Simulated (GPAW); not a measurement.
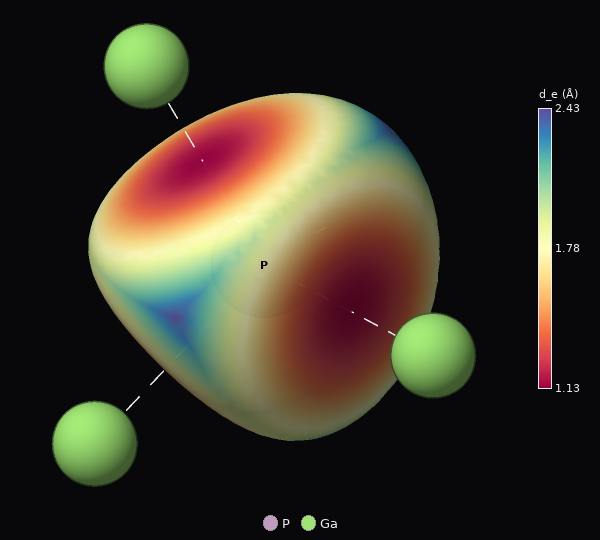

Hirshfeld surface computed for one P atom in GaP in space group F-43m, coloured by d_e. Dashed lines lead to the closest neighbours outside.

The surface is where the fragment's share of the procrystal density (the sum of the densities of spherically averaged neutral Hartree-Fock atoms) equals one half. d_i and d_e are the distances from the surface to the nearest nucleus inside and outside.

The cell is taken from an entry of the Crystallography Open Database, as set up for an electronic-structure calculation.

```cif
data_structure
_symmetry_space_group_name_H-M 'F-43m'
_symmetry_Int_Tables_number 216
_cell_length_a 5.4505
_cell_length_b 5.4505
_cell_length_c 5.4505
_cell_angle_alpha 90.000
_cell_angle_beta 90.000
_cell_angle_gamma 90.000
_cell_volume 161.92
loop_
_atom_site_label
_atom_site_type_symbol
_atom_site_symmetry_multiplicity
_atom_site_Wyckoff_symbol
_atom_site_fract_x
_atom_site_fract_y
_atom_site_fract_z
_atom_site_occupancy
Ga1 Ga 4 a 0.00000 0.00000 0.00000 1
P1 P 4 c 0.25000 0.75000 0.75000 1
```

Q: What is the shortest distance from the fragment to an atom outside it?

A: P–Ga, 2.36 Å.

Q: How is the surface shared among contacts (nearest atom inside ··· nearest atom outside)?

A: P···Ga 100 %. The surface faces 4 neighbours with more than 2 % of its area each: 4 Ga.

Q: Give the size and shape of the surface.

A: It encloses about 15.3 Å³, has an area of about 31 Å² and a globularity of 0.96 (1 for a sphere).
